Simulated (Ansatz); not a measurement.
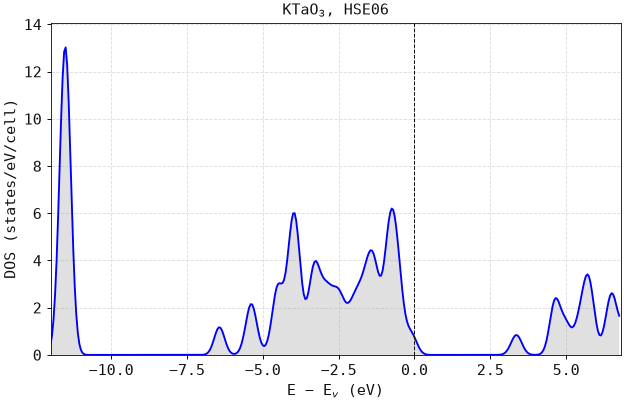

Density of states. Energies are counted from the top of the valence band. The curve is built from the levels of the k mesh with Gaussians 0.4 eV wide, which also blur the band edges.

Structure: KTaO₃, space group P4/mmm (No. 123), 5 atoms in the cell, cubic perovskite type, epitaxial (xy) strain +4.0%; a = 4.15 Å, b = 4.15 Å, c = 3.94 Å, α = 90.00°, β = 90.00°, γ = 90.00°.

Ansatz; DFT, HSE06, plane waves, PAW, no spin polarisation, 4×4×4 k mesh, 420 eV cutoff.

Question: Metal or insulator, going by the density of states?

Answer: There is a gap; over the k points computed it is 3.25 eV (indirect; the smallest direct gap is 3.93 eV).

Question: Where is the tallest peak of the filled states in the window?

Answer: Within the window shown, the tallest peak of the filled states lies 11.5 eV under the valence-band top, at about 13 states per eV and cell.

Question: How wide is the upper valence band?

Answer: The upper group of valence states starts about 6.4 eV under the valence-band top, with a gap beneath it; it holds about 18 electrons a cell.

The cell is at −12 GPa in this functional. Spin-orbit coupling is left out, which matters for Ta.
